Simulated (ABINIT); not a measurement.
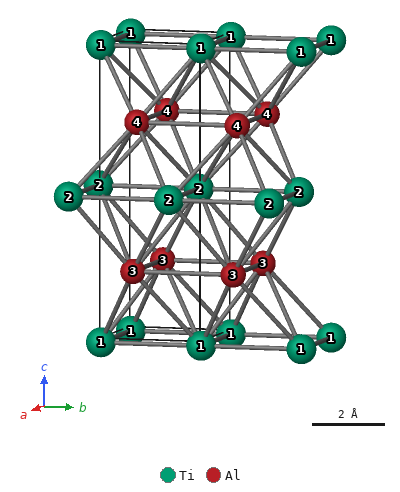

*The structure as given in the input (ball-and-stick view of the cell of the calculation, repeated 2 × 2 × 1, seen slightly off an axis; atoms are numbered from 1 in the order of the input). An atom can appear more than once, as a periodic image.*

Near neighbours in the periodic cell (some may lie outside the picture): Ti has 8 Al at 2.63 to 3.26 Å and 4 Ti at 2.91 Å; Al has 4 Al at 2.91 Å and 8 Ti at 2.63 to 3.26 Å.

## Optical-spectrum calculation, with input and output: TiAl (part 1 of 2)

System: TiAl (P1, 4 atoms in the cell).
Method: Kohn-Sham DFT of a periodic cell, PBEsol, PseudoDojo NC SR PBEsol v0.4.1 standard, no spin polarisation (ABINIT 10.8.3).

The structure derives from an entry of the Crystallography Open Database. The geometry was changed: volume scaled by 1.08.

**Input file**
```
# Datasets
ndtset 3

# Pseudopotentials
pp_dirpath "./"
pseudos "Ti.upf, Al.upf"

# Structure
structure "poscar:POSCAR"
natom 4
chkprim 0
chksymtnons 0
tolsym 1.0e-6

# Plane-wave basis
ecut 1034.032677 eV

# k points
ngkpt 10 10 4
nshiftk 1
shiftk 0.0 0.0 0.0
istwfk *1

# Exchange and correlation
ixc -116133

# Bands and occupations
occopt 6
tsmear 0.2 eV

# SCF cycle
nstep 80

# Output
iomode 3
prteig 0
prtebands 0

# Dataset 1: ground state
nband1 19
tolvrs1 1.0e-12
prtden1 1
prtwf1 0
kptopt1 1

# Dataset 2: empty bands at fixed density
iscf2 -3
getden2 1
nband2 27
nbdbuf2 4
tolwfr2 1.0e-12
nstep2 120
prtden2 0
kptopt2 1

# Dataset 3: wave functions and velocity matrix elements in the full zone
optdriver3 8
wfk_task3 "wfk_optics_fullbz"
getwfk3 2
nband3 23
kptopt3 1
prtevk3 1
inclvkb3 2
```

**File POSCAR**
```
TiAl
1.0
    2.9110288521      0.0000000000      0.0000000000
    0.0000000000      2.9110288521      0.0000000000
    0.0000000000      0.0000000000      8.3291560382
Ti Al
2 2
Direct
    0.1019353900      0.0420171100      0.9900730400  Ti
    0.8980646100      0.9579828900      0.5099269600  Ti
    0.5452477600      0.4932673200      0.2507677800  Al
    0.4547522400      0.5067326800      0.7492322200  Al
```

**File optic.abi**
```
&FILES
 ddkfile_1 = 'runo_DS3_1_EVK.nc',
 ddkfile_2 = 'runo_DS3_2_EVK.nc',
 ddkfile_3 = 'runo_DS3_3_EVK.nc',
 wfkfile = 'runo_DS3_WFK.nc'
/
&PARAMETERS
 broadening = 0.003675,
 domega = 0.002,
 maxomega = 0.8,
 scissor = 0.000000,
 tolerance = 0.002
/
&COMPUTATIONS
 num_lin_comp = 3,
 lin_comp = 11,22,33,
 num_nonlin_comp = 0
/
```

Run as:
```bash
mpirun --bind-to none -np 4 abinit run.abi > log 2>&1
optic optic.abi > optic.log 2>&1
```

**What the program printed**
```
.Version 10.8.3 of ABINIT
 DATASET    1 : space group P1 (#  1); Bravais aP (primitive triclinic)
================================================================================
 Values of the parameters that define the memory need for DATASET  1.
     intxc =       0    ionmov =       0      iscf =       7    lmnmax =       6
     lnmax =       6     mgfft =      90  mpssoang =       3    mqgrid =    4368
     natom =       4  nloc_mem =       1    nspden =       1   nspinor =       1
    nsppol =       1      nsym =       1    n1xccc =    2501    ntypat =       2
    occopt =       6   xclevel =       2
       mpw =        5370          nfft =       92160          nkpt =         204
================================================================================
================================================================================

 DATASET    2 : space group P1 (#  1); Bravais aP (primitive triclinic)
================================================================================
 Values of the parameters that define the memory need for DATASET  2.
     intxc =       0    ionmov =       0      iscf =      -3    lmnmax =       6
     lnmax =       6     mgfft =      90  mpssoang =       3    mqgrid =    4368
     natom =       4  nloc_mem =       1    nspden =       1   nspinor =       1
    nsppol =       1      nsym =       1    n1xccc =    2501    ntypat =       2
    occopt =       6   xclevel =       2
       mpw =        5370          nfft =       92160          nkpt =         204
================================================================================
================================================================================

 DATASET    3 : space group P1 (#  1); Bravais aP (primitive triclinic)
================================================================================
 Values of the parameters that define the memory need for DATASET  3.
     intxc =       0    ionmov =       0      iscf =       7    lmnmax =       6
     lnmax =       6     mgfft =      90  mpssoang =       3    mqgrid =    4368
     natom =       4  nloc_mem =       1    nspden =       1   nspinor =       1
    nsppol =       1      nsym =       1    n1xccc =    2501    ntypat =       2
    occopt =       6   xclevel =       2
       mpw =        5370          nfft =       92160          nkpt =         204
================================================================================
================================================================================

--------------------------------------------------------------------------------
------------- Echo of variables that govern the present computation ------------
--------------------------------------------------------------------------------
 -outvars: echo values of preprocessed input variables --------
            acell      1.0000000000E+00  1.0000000000E+00  1.0000000000E+00 Bohr
              amu      4.78800000E+01  2.69815390E+01
          chkprim           0
      chksymtnons           0
             ecut      3.80000000E+01 Hartree
           getden1          0
           getden2          1
           getden3          0
           getwfk1          0
           getwfk2          0
           getwfk3          2
             iscf1          7
             iscf2         -3
             iscf3          7
                       outvar_i_n : Printing only first  50 k-points.
              ixc     -116133
           jdtset        1    2    3
                       outvar_i_n : Printing only first  50 k-points.
         kptrlatt       10    0    0      0   10    0      0    0    4
          kptrlen      5.50104728E+01
            natom           4
            nband1         19
            nband2         27
            nband3         23
           nbdbuf1          0
           nbdbuf2          4
           nbdbuf3          0
           ndtset           3
            ngfft          32      32      90
             nkpt         204
            nstep1         80
            nstep2        120
            nstep3         80
             nsym           1
           ntypat           2
                       prtocc : prtvol=0, do not print more k-points.
                       prtocc : prtvol=0, do not print more k-points.
                       prtocc : prtvol=0, do not print more k-points.
           occopt           6
        optdriver1          0
        optdriver2          0
        optdriver3          8
           prtden1          1
           prtden2          0
           prtden3          1
        prtebands           0
           prteig           0
           prtevk1          0
           prtevk2          0
           prtevk3          1
            prtwf1          0
            prtwf2          1
            prtwf3          1
            rprim      5.5010472751E+00  0.0000000000E+00  0.0000000000E+00
                       0.0000000000E+00  5.5010472751E+00  0.0000000000E+00
                       0.0000000000E+00  0.0000000000E+00  1.5739823772E+01
          spgroup           1
           tolsym      1.00000000E-06
           tolvrs1     1.00000000E-12
           tolvrs2     0.00000000E+00
           tolvrs3     0.00000000E+00
           tolwfr1     0.00000000E+00
           tolwfr2     1.00000000E-12
           tolwfr3     0.00000000E+00
           tsmear      7.34986444E-03 Hartree
            typat      1  1  2  2
         wfk_task1          0
         wfk_task2          0
         wfk_task3          7
                       outvars : Printing only first  50 k-points.
           xangst      2.9673686134E-01  1.2231301949E-01  8.2464728394E+00
                       2.6142919908E+00  2.7887158326E+00  4.2472612179E+00
                       1.5872319609E+00  1.4359154003E+00  2.0886839690E+00
                       1.3237968912E+00  1.4751134518E+00  6.2404720692E+00
            xcart      5.6075139939E-01  2.3113810847E-01  1.5583575171E+01
                       4.9402958757E+00  5.2699091666E+00  8.0261604871E+00
                       2.9994337044E+00  2.7134868466E+00  3.9470406649E+00
                       2.5016135707E+00  2.7875604285E+00  1.1792783107E+01
             xred      1.0193539000E-01  4.2017110000E-02  9.9007304000E-01
                       8.9806461000E-01  9.5798289000E-01  5.0992696000E-01
                       5.4524776000E-01  4.9326732000E-01  2.5076778000E-01
                       4.5475224000E-01  5.0673268000E-01  7.4923222000E-01
            znucl       22.00000   13.00000

================================================================================

 chkinp: Checking input parameters for consistency, jdtset=   1.

 chkinp: Checking input parameters for consistency, jdtset=   2.

 chkinp: Checking input parameters for consistency, jdtset=   3.

================================================================================
== DATASET  1 ==================================================================

--- !DatasetInfo
iteration_state: {dtset: 1, }
dimensions: {natom: 4, nkpt: 204, mband: 19, nsppol: 1, nspinor: 1, nspden: 1, mpw: 5370, }
cutoff_energies: {ecut:  38.0, pawecutdg:  -1.0, }
electrons: {nelect:   3.00000000E+01, charge:   0.00000000E+00, occopt:   6.00000000E+00, tsmear:   7.34986444E-03, }
meta: {optdriver: 0, ionmov: 0, optcell: 0, iscf: 7, paral_kgb: 0, }
...

 Real(R)+Recip(G) space primitive vectors, cartesian coordinates (Bohr,Bohr^-1):
 R(1)=  5.5010473  0.0000000  0.0000000  G(1)=  0.1817836  0.0000000  0.0000000
 R(2)=  0.0000000  5.5010473  0.0000000  G(2)=  0.0000000  0.1817836  0.0000000
 R(3)=  0.0000000  0.0000000 15.7398238  G(3)=  0.0000000  0.0000000  0.0635331
 Unit cell volume ucvol=  4.7631101E+02 bohr^3
 Angles (23,13,12)=  9.00000000E+01  9.00000000E+01  9.00000000E+01 degrees

 getcut: wavevector=  0.0000  0.0000  0.0000  ngfft=  32  32  90
         ecut(hartree)=     38.000   => boxcut(ratio)=   2.06056

--- Pseudopotential description ------------------------------------------------
- pspini: atom type   1  psp file is ./Ti.upf
  22.00000  12.00000  180301                  znucl, zion, pspdat
12 -116133 2 -1 1586                          pspcod,pspxc,lmax,lloc,mmax
     nproj     2     2     2

- pspini: atom type   2  psp file is ./Al.upf
  13.00000   3.00000  180301                  znucl, zion, pspdat
12 -116133 2 -1 1876                          pspcod,pspxc,lmax,lloc,mmax
     nproj     2     2     2

   9.27257680E+02                                ecore*ucvol(ha*bohr**3)
--------------------------------------------------------------------------------

================================================================================

--- !BeginCycle
iteration_state: {dtset: 1, }
solver: {iscf: 7, nstep: 80, nline: 4, wfoptalg: 0, }
tolerances: {tolvrs: 1.00E-12, }
...

     iter   Etot(hartree)      deltaE(h)  residm     vres2
 ETOT  1  -122.92852112352    -1.229E+02 1.253E-01 6.955E+02
 ETOT  2  -122.46110147207     4.674E-01 1.439E-01 4.346E+03
 ETOT  3  -123.21353894325    -7.524E-01 1.144E-02 3.326E+02
 ETOT  4  -123.23967072745    -2.613E-02 1.599E-02 7.148E+02
 ETOT  5  -123.26629671113    -2.663E-02 3.328E-03 1.402E+02
 ETOT  6  -123.27258623587    -6.290E-03 6.453E-03 8.429E-02
 ETOT  7  -123.27270019379    -1.140E-04 1.908E-03 7.228E-01
 ETOT  8  -123.27279235465    -9.216E-05 3.449E-03 2.002E-02
 ETOT  9  -123.27281746139    -2.511E-05 1.706E-03 1.213E-02
 ETOT 10  -123.27283044173    -1.298E-05 1.768E-03 8.240E-05
 ETOT 11  -123.27283577179    -5.330E-06 1.468E-03 1.231E-03
 ETOT 12  -123.27283850535    -2.734E-06 1.870E-03 3.511E-05
 ETOT 13  -123.27283973396    -1.229E-06 1.189E-03 1.447E-04
 ETOT 14  -123.27284035299    -6.190E-07 1.035E-03 1.267E-05
 ETOT 15  -123.27284064543    -2.924E-07 1.023E-03 9.814E-06
 ETOT 16  -123.27284079028    -1.448E-07 8.186E-04 4.590E-07
 ETOT 17  -123.27284085761    -6.733E-08 8.448E-04 1.366E-05
 ETOT 18  -123.27284089282    -3.521E-08 7.479E-04 3.687E-06
 ETOT 19  -123.27284090653    -1.371E-08 9.729E-04 1.544E-05
 ETOT 20  -123.27284091652    -9.989E-09 8.389E-04 3.835E-06
 ETOT 21  -123.27284091945    -2.932E-09 1.028E-03 8.335E-06
 ETOT 22  -123.27284092106    -1.615E-09 7.619E-04 1.361E-05
 ETOT 23  -123.27284092306    -1.994E-09 9.169E-04 1.436E-06
 ETOT 24  -123.27284092338    -3.229E-10 4.912E-04 1.132E-06
 ETOT 25  -123.27284092350    -1.244E-10 6.191E-04 1.215E-06
 ETOT 26  -123.27284092371    -2.045E-10 3.444E-04 1.323E-07
 ETOT 27  -123.27284092372    -6.210E-12 2.845E-04 8.172E-08
 ETOT 28  -123.27284092370     1.231E-11 2.583E-04 1.074E-08
 ETOT 29  -123.27284092371    -2.586E-12 1.993E-04 8.762E-10
 ETOT 30  -123.27284092369     1.293E-11 2.459E-04 2.772E-10
 ETOT 31  -123.27284092368     1.002E-11 1.610E-04 1.077E-10
 ETOT 32  -123.27284092367     8.072E-12 2.300E-04 2.240E-10
 ETOT 33  -123.27284092367     7.518E-12 1.262E-04 8.530E-11
 ETOT 34  -123.27284092366     2.117E-12 2.113E-04 2.540E-12
 ETOT 35  -123.27284092366     2.174E-12 1.132E-04 1.325E-11
 ETOT 36  -123.27284092366     1.734E-12 1.907E-04 1.862E-12
 ETOT 37  -123.27284092366     1.194E-12 1.025E-04 9.192E-12
 ETOT 38  -123.27284092366     2.331E-12 1.722E-04 3.528E-12
 ETOT 39  -123.27284092366    -9.521E-13 1.028E-04 9.086E-12
 ETOT 40  -123.27284092366     4.121E-13 1.730E-04 4.806E-11
 ETOT 41  -123.27284092366    -4.121E-13 1.008E-04 1.454E-11
 ETOT 42  -123.27284092366     1.435E-12 1.699E-04 1.767E-12
 ETOT 43  -123.27284092366     5.400E-13 9.663E-05 1.962E-12
 ETOT 44  -123.27284092366    -6.253E-13 1.632E-04 6.949E-13

 At SCF step   44       vres2   =  6.95E-13 < tolvrs=  1.00E-12 =>converged.

 Cartesian components of stress tensor (hartree/bohr^3)
  sigma(1 1)=  3.61996050E-04  sigma(3 2)=  3.59102125E-05
  sigma(2 2)=  3.10246225E-04  sigma(3 1)=  6.24091428E-05
  sigma(3 3)=  1.47618870E-04  sigma(2 1)= -2.80617738E-05
```
